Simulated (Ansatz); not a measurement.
# Two runs on AlN

System: AlN (P2₁, 8 atoms in the cell).
Method of run A: DFT LDA, scalar-relativistic, plane waves, PAW, PAW set soft_1, no spin polarisation (Ansatz 0.2.0).

The structure derives from an entry of the Crystallography Open Database. Text and figures count atoms from 1; the logs count them from 0 in places.

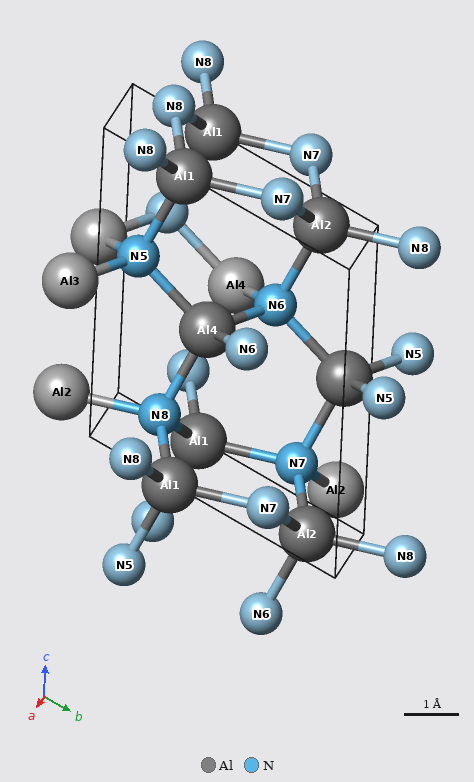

Figure 1. The input geometry (ball-and-stick view of the cell of the calculation, seen slightly off an axis; neighbours outside the cell are drawn fainter; atoms are numbered from 1 in the order of the input). An atom can appear more than once, as a periodic image. Near neighbours in the periodic cell (some may lie outside the picture): Al has 4 N at 1.85 to 1.91 Å; N has 4 Al at 1.85 to 1.91 Å.

### Input, run A
```yaml
crystal:
  lattice:
    - [-3.0886152975, 0.0, 0.0]
    - [0.0, 5.3496386204, 0.0]
    - [1.5443076488, -2.6748193102, -4.9435842666]
  atoms:
    - { symbol: Al, position: [1.0270847459, 0.3306081544, 0.998481106] }
    - { symbol: Al, position: [0.5270847459, 0.8306081544, 0.998481106] }
    - { symbol: Al, position: [0.2213963602, 0.9178729516, 0.498481106] }
    - { symbol: Al, position: [0.7213963602, 0.4178729516, 0.498481106] }
    - { symbol: "N", position: [0.7834064339, 0.1373485213, 0.6165169272] }
    - { symbol: "N", position: [0.2834064339, 0.6373485213, 0.6165169272] }
    - { symbol: "N", position: [0.0831104933, 0.7291684059, 0.1165169272] }
    - { symbol: "N", position: [0.5831104933, 0.2291684059, 0.1165169272] }
basis:
  ecutwfc: 520.0
kpoints:
  mp_grid: { grid: [8, 8, 8] }
hamiltonian:
  xc: lda
  pseudopotentials: { kind: paw, azcp: { folder: soft_1 } }
scf:
  occupations: { method: gaussian, width: 0.05 }
output:
  forces: true
  stress: true
  eigenvalues: true
```

Launched with:
```bash
ansatz run input.yaml --threads 2 --pin off --max-ram 4096MiB --backend cpu --events-out ev --progress --plain --runs-dir out
```

Hardware: 2 threads of Arm Neoverse N1, 98 GiB of memory available, shared host.

### Output, shortened to warnings, some set-up lines, iterations and results (run A)
```
Warning: [file] the record states the generating functional pbe (its physics header spells it `PBE`), which answers neither for hamiltonian.xc's functional nor for the lda family's — results may be inconsistent (PPs are generated against a specific XC)
Warning: [file] the record states the generating functional pbe (its physics header spells it `PBE`), which answers neither for hamiltonian.xc's functional nor for the lda family's — results may be inconsistent (PPs are generated against a specific XC)
Basis set: ecut = 520 eV, 2223 PW (Γ)
Symmetry: 4 space group operations
k-points: 150 of 512 (time reversal used)
Initial density: superposition of atomic densities (chi_scale 0.1, normalization cell, long waves kept (reshape's long-wave potential 0.00 eV rms))
[...]
SCF iter   1: F=—  HF=-3565.401485 eV  |F-HF|=—  |Δ(HF+E_count)|=         —  Δρ=1.38e-1  dr2=1.86e1  ethr=3.10e-3  ⟨swp⟩=6.7  Hψ=19387  notcnv=0  defer=6
SCF iter   2: F=—  HF=-3559.572202 eV  |F-HF|=—  |Δ(HF+E_count)|=    5.83e0  Δρ=3.51e-2  dr2=6.83e-1  ethr=3.10e-3  ⟨swp⟩=3.0  Hψ=8533  notcnv=0  defer=525
SCF iter   3: F=—  HF=-3559.317578 eV  |F-HF|=—  |Δ(HF+E_count)|=   2.55e-1  Δρ=1.31e-2  dr2=8.04e-2  ethr=2.14e-3  ⟨swp⟩=1.0  Hψ=3721  notcnv=0  defer=525
SCF iter   4: F=—  HF=-3559.285926 eV  |F-HF|=—  |Δ(HF+E_count)|=   3.17e-2  Δρ=5.22e-4  dr2=1.68e-4  ethr=2.51e-4  ⟨swp⟩=2.5  Hψ=4493  notcnv=0  defer=525
SCF iter   5: F=—  HF=-3559.285893 eV  |F-HF|=—  |Δ(HF+E_count)|=   3.21e-5  Δρ=5.83e-5  dr2=2.24e-6  ethr=5.24e-7  ⟨swp⟩=2.0  Hψ=5362  notcnv=0  defer=375
SCF iter   6: F=—  HF=-3559.285893 eV  |F-HF|=—  |Δ(HF+E_count)|=   6.01e-7  Δρ=9.81e-6  dr2=3.81e-8  ethr=3.13e-10  ⟨swp⟩=10.1  Hψ=17974  notcnv=0
SCF iter   7: F=-3559.285893 eV  HF=-3559.285893 eV  |F-HF|=7.00e-10  |Δ(HF+E_count)|=   8.97e-9  Δρ=1.68e-6  dr2=1.32e-9  ethr=1.19e-10  ⟨swp⟩=2.0  Hψ=10274  notcnv=0
SCF 1 converged in 7 iterations: F = -3559.285893 eV  dr2 = 1.32e-9
SCF converged after 7 iterations
Free energy (F): -3559.285893 eV
Harris-Foulkes:  -3559.285893 eV  (|F-HF|=7.00e-10)
Internal energy: -3559.285893 eV  (E = F + TS)
E sigma→0 (E₀):  -3559.285893 eV
Fermi energy:    9.308469 eV
--- Per-component energies (eV) ---
  E_band       = 59.091820
  E_kinetic    = 627.419534
  E_local      = -834.422389  (includes V_loc(G=0)·N_el)
  E_nonlocal   = 187.093910
  E_hartree    = 304.454399
  E_xc         = -392.653243
  E_vxc        = -427.531388  (∫ρ·V_xc dr)
  E_paw        = -2258.685778  (= ΣΔE_a)
  E_vpaw       = -102.376529  (= ΣTr[D̂ρ^β])
  E_aug_tail   = -0.000166  (compensation charges beyond the density's cutoff)
  E_ewald      = -1193.035201
  E_core_change = 0.543042  (= ΣΔE_core)
  E_smearing   = -0.000000  (= −TS)
  E_closure    = 0.000000  (closes the sum)
  Σ components = -3559.285893   (vs F -3559.285893, Δ=0.00e0)
--- Forces (eV/Å), atoms counted from 1 ---
  atom   1  Al     0.50790451     0.47167790     0.06992428
  atom   2  Al     0.50790451     0.47167790     0.06992428
  atom   3  Al    -0.50790451    -0.47167790     0.06992428
  atom   4  Al    -0.50790451    -0.47167790     0.06992428
  atom   5  N     -0.22521948     0.50640088    -0.06993837
  atom   6  N     -0.22521948     0.50640088    -0.06993837
  atom   7  N      0.22521948    -0.50640088    -0.06993837
  atom   8  N      0.22521948    -0.50640088    -0.06993837
  max |Σ_I F_I| component: 5.63e-5 eV/Å
--- Stress (GPa, compression-positive) ---
        2.147893      -0.161163       0.000000
       -0.161164      -2.387142      -0.000000
        0.000000      -0.000000       0.101148
  P = ⅓ Tr σ = -0.0460 GPa (-0.460 kbar)
```

For run B the input was changed thus:
```diff
-    - { symbol: Al, position: [1.0270847459, 0.3306081544, 0.998481106] }
-    - { symbol: Al, position: [0.5270847459, 0.8306081544, 0.998481106] }
-    - { symbol: Al, position: [0.2213963602, 0.9178729516, 0.498481106] }
-    - { symbol: Al, position: [0.7213963602, 0.4178729516, 0.498481106] }
-    - { symbol: "N", position: [0.7834064339, 0.1373485213, 0.6165169272] }
-    - { symbol: "N", position: [0.2834064339, 0.6373485213, 0.6165169272] }
-    - { symbol: "N", position: [0.0831104933, 0.7291684059, 0.1165169272] }
-    - { symbol: "N", position: [0.5831104933, 0.2291684059, 0.1165169272] }
+    - { symbol: Al, position: [0.999240553, 0.3306081544, 0.998481106] }
+    - { symbol: Al, position: [0.499240553, 0.8306081544, 0.998481106] }
+    - { symbol: Al, position: [0.249240553, 0.9178729516, 0.498481106] }
+    - { symbol: Al, position: [0.749240553, 0.4178729516, 0.498481106] }
+    - { symbol: "N", position: [0.8082584636, 0.1373485213, 0.6165169272] }
+    - { symbol: "N", position: [0.3082584636, 0.6373485213, 0.6165169272] }
+    - { symbol: "N", position: [0.0582584636, 0.7291684059, 0.1165169272] }
+    - { symbol: "N", position: [0.5582584636, 0.2291684059, 0.1165169272] }
+  write_density: true
+  write_potential: true
+  elf: true
+  volumetric_format: npy
```

Predict how the results change.

With the same functional and potentials, run B lies 15.2 meV per atom lower. The gap on the mesh goes from 4.32 to 4.41 eV. The pressure goes from −0.05 to 0.16 GPa. The largest force goes from 0.697 to 0.491 eV/Å. The number of SCF iterations is the same. The irreducible k-points go from 150 to 95.

### Output, shortened to warnings, some set-up lines, iterations and results (run B)
```
Warning: [file] the record states the generating functional pbe (its physics header spells it `PBE`), which answers neither for hamiltonian.xc's functional nor for the lda family's — results may be inconsistent (PPs are generated against a specific XC)
Warning: [file] the record states the generating functional pbe (its physics header spells it `PBE`), which answers neither for hamiltonian.xc's functional nor for the lda family's — results may be inconsistent (PPs are generated against a specific XC)
Basis set: ecut = 520 eV, 2223 PW (Γ)
Symmetry: 8 space group operations
k-points: 95 of 512 (time reversal used)
Initial density: superposition of atomic densities (chi_scale 0.1, normalization cell, long waves kept (reshape's long-wave potential 0.00 eV rms))
[...]
SCF iter   1: F=—  HF=-3565.556159 eV  |F-HF|=—  |Δ(HF+E_count)|=         —  Δρ=1.38e-1  dr2=1.87e1  ethr=3.10e-3  ⟨swp⟩=6.7  Hψ=12237  notcnv=0  defer=4
SCF iter   2: F=—  HF=-3559.693269 eV  |F-HF|=—  |Δ(HF+E_count)|=    5.86e0  Δρ=3.52e-2  dr2=6.80e-1  ethr=3.10e-3  ⟨swp⟩=3.0  Hψ=5418  notcnv=0  defer=326
SCF iter   3: F=—  HF=-3559.439943 eV  |F-HF|=—  |Δ(HF+E_count)|=   2.53e-1  Δρ=1.32e-2  dr2=8.15e-2  ethr=2.12e-3  ⟨swp⟩=1.0  Hψ=2409  notcnv=0  defer=326
SCF iter   4: F=—  HF=-3559.407849 eV  |F-HF|=—  |Δ(HF+E_count)|=   3.21e-2  Δρ=5.11e-4  dr2=1.58e-4  ethr=2.55e-4  ⟨swp⟩=2.4  Hψ=2738  notcnv=0  defer=326
SCF iter   5: F=—  HF=-3559.407824 eV  |F-HF|=—  |Δ(HF+E_count)|=   2.44e-5  Δρ=5.45e-5  dr2=1.92e-6  ethr=4.94e-7  ⟨swp⟩=2.0  Hψ=3396  notcnv=0  defer=326
SCF iter   6: F=—  HF=-3559.407825 eV  |F-HF|=—  |Δ(HF+E_count)|=   9.95e-7  Δρ=9.37e-6  dr2=3.19e-8  ethr=3.13e-10  ⟨swp⟩=14.6  Hψ=17207  notcnv=0
SCF iter   7: F=-3559.407825 eV  HF=-3559.407825 eV  |F-HF|=1.07e-9  |Δ(HF+E_count)|=   5.63e-9  Δρ=1.78e-6  dr2=1.71e-9  ethr=9.96e-11  ⟨swp⟩=5.0  Hψ=11422  notcnv=0
SCF 1 converged in 7 iterations: F = -3559.407825 eV  dr2 = 1.71e-9
SCF converged after 7 iterations
Free energy (F): -3559.407825 eV
Harris-Foulkes:  -3559.407825 eV  (|F-HF|=1.07e-9)
Internal energy: -3559.407825 eV  (E = F + TS)
E sigma→0 (E₀):  -3559.407825 eV
Fermi energy:    9.300881 eV
--- Per-component energies (eV) ---
  E_band       = 58.739349
  E_kinetic    = 627.719973
  E_local      = -835.751289  (includes V_loc(G=0)·N_el)
  E_nonlocal   = 187.117672
  E_hartree    = 304.862699
  E_xc         = -392.728868
  E_vxc        = -427.625025  (∫ρ·V_xc dr)
  E_paw        = -2258.754917  (= ΣΔE_a)
  E_vpaw       = -102.447185  (= ΣTr[D̂ρ^β])
  E_aug_tail   = -0.000170  (compensation charges beyond the density's cutoff)
  E_ewald      = -1192.415968
  E_core_change = 0.543042  (= ΣΔE_core)
  E_smearing   = -0.000000  (= −TS)
  E_closure    = 0.000000  (closes the sum)
  Σ components = -3559.407825   (vs F -3559.407825, Δ=0.00e0)
--- Forces (eV/Å), atoms counted from 1 ---
  atom   1  Al    -0.00000000     0.43634461     0.01714947
  atom   2  Al    -0.00000000     0.43634461     0.01714947
  atom   3  Al    -0.00000000    -0.43634461     0.01714947
  atom   4  Al    -0.00000000    -0.43634461     0.01714947
  atom   5  N      0.00000000     0.49071153    -0.01716573
  atom   6  N      0.00000000     0.49071153    -0.01716573
  atom   7  N      0.00000000    -0.49071153    -0.01716573
  atom   8  N      0.00000000    -0.49071153    -0.01716573
  max |Σ_I F_I| component: 6.50e-5 eV/Å
--- Stress (GPa, compression-positive) ---
        2.856217       0.000000       0.000000
        0.000000      -2.430565      -0.000000
        0.000000      -0.000000       0.051919
  P = ⅓ Tr σ = 0.1592 GPa (1.592 kbar)
```

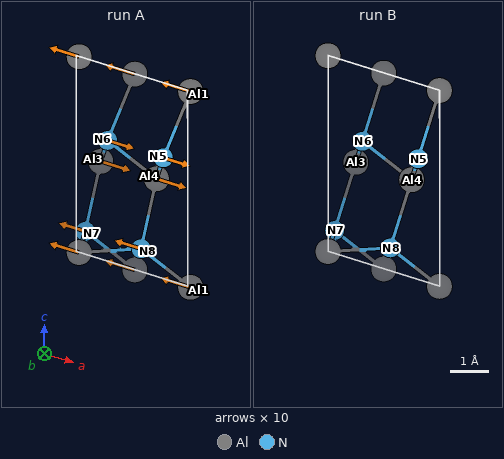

Figure 2. The two input geometries at one scale (ball-and-stick view of the cell of the calculation, along the b axis). The orange arrows on the first give the shifts of the atoms relative to the cell, with their mean removed, magnified 10 times. The largest moves, 0.086 Å, are those of Al atoms. By element the largest moves are Al 0.086 Å, N 0.077 Å. (The mean shift of all atoms is removed.) The cell stays as it was. Among the contacts that change: Al–N 1.868 → 1.861 Å, Al–N 1.895 → 1.888 Å.

### The two runs side by side

| quantity | run A | run B |
| --- | --- | --- |
| outcome | converged | converged |
| free energy per atom (eV) | −444.9107 | −444.9260 |
| gap on the mesh (eV) | 4.32 | 4.41 |
| pressure (GPa) | −0.05 | 0.16 |
| largest force (eV/Å) | 0.697 | 0.491 |
| SCF iterations | 7 | 7 |
| irreducible k-points | 150 | 95 |
| plane waves at Γ | 2223 | 2223 |
| wall time (shared host) | 30 s | 28 s |

For both runs: Warnings: the PAW datasets were made with another functional.
